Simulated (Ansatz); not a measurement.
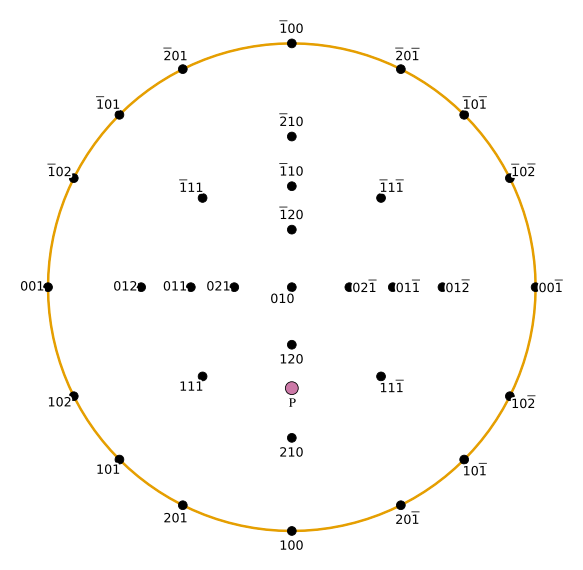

For InP, coordinates from a relaxation with Ansatz, DFT PBE, scalar-relativistic, plane waves, PAW; the starting structure was generated, so it need not be a known form of this composition: stereographic projection of plane normals (upper hemisphere) centred on (0 1 0). Geometry calculated from the standardised cell; symmetry tolerance 0.002 Å.

a = 5.958 Å, b = 5.958 Å, c = 5.958 Å, α = 90.00°, β = 90.00°, γ = 90.00°.

Question: Index the pole marked P.

Answer: P is (1 1 0), 45.0° from the centre.

Question: Which zone does the coloured great circle trace?

Answer: The zone [0 1 0]: its poles satisfy k = 0.

Question: What is the angle between the normals of (1 1 0) and (1 0 1), and what are their d_hkl = 1/|g|?

Answer: 60.0°; d = 4.213 Å and 4.213 Å.
